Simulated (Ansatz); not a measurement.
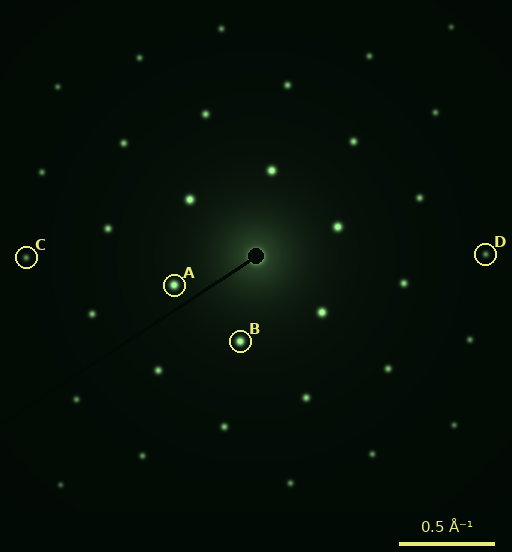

Kinematic zone-axis pattern, calculated for 100 keV electrons with B = 0.5 Å². The zone axis points towards the electron source and the pattern is seen from the source side.

Rh, space group P6/mmm (No. 191), a = 4.37 Å, c = 2.68 Å (hexagonal axes). Structure: the end point of a relaxation with DFT, RPBE, plane waves (420 eV) with PAW, scalar-relativistic in Ansatz 0.2.0; the starting structure was generated, so it need not be a known form of this composition.

```csv
atom,site,symmetry,x,y,z
Rh,1a,6/mmm,0.0000,0.0000,0.0000
Rh,2d,-6m2,0.3333,0.6667,0.5000
```

Spot A is indexed -2 1 0 and spot B -1 -1 0.

Q: Give hkl for C, D.

A: C = 3A − B = -5 4 0 (d = 0.825 Å). D = −3A + B = 5 -4 0 (d = 0.825 Å).

Q: Which zone axis is this?

A: The cross product of A and B is parallel to [001]; every spot obeys hu + kv + lw = 0.

Q: What are the spacings of A and B and the angle between them?

A: d(A) = 2.183 Å, d(B) = 2.183 Å, and the angle is 60.0°.
